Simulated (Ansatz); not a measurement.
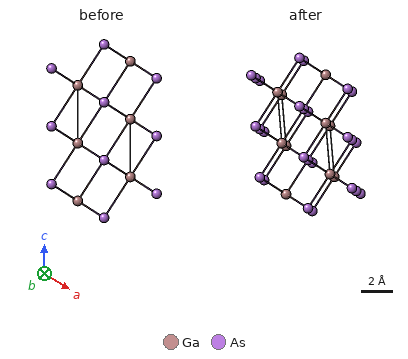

The structure of crystalline GaAs (a generated structure, set up in I4/mmm) (coarse preliminary run) before (left) and after (right) a relaxation, at one scale.

A ball-and-stick model of the cell of the calculation, seen along the b axis.

The calculation used DFT PBE, scalar-relativistic, plane waves, PAW (Ansatz 0.2.0). Set-up: plane-wave cutoff 420 eV; k-point mesh 6 × 6 × 6; occupations gaussian; smearing width 0.1 eV; no spin polarisation; cell and atoms relaxed; force threshold 0.04 eV/Å; at most 70 steps.

**Summarise the run.**

The energy falls by 0.807 eV per cell of the calculation in 6 accepted moves (7 points after the start). All forces vanish by symmetry, so only the cell relaxes. The pressure goes from −8.84 to 0.06 GPa. At 1 point the geometry stayed and the basis and grid were re-selected for the new cell (energy shift of 2.0 meV per cell of the calculation at most each time). The atoms keep their places relative to the cell (all moves are under 0.005 Å). The drawn cell changes as follows: a = b = c 4.208 → 3.812 Å (−9.4 %), α 114.4° → 120.0°, β 114.4° → 120.0°, γ 100.1° → 90.0°; the volume changes by −30.4 %. Near-neighbour distances that change, for instance: As–Ga 3.225 → 2.694 Å, As–Ga 2.704 → 2.696 Å. The space group (tolerance 0.01 Å) goes from I4/mmm (No. 139) to Fm-3m (No. 225). The run took 13 s on 1 thread of Intel(R) Xeon(R) Platinum 8375C CPU @ 2.90GHz (Ice Lake), on a shared host, peak memory 0.38 GiB.
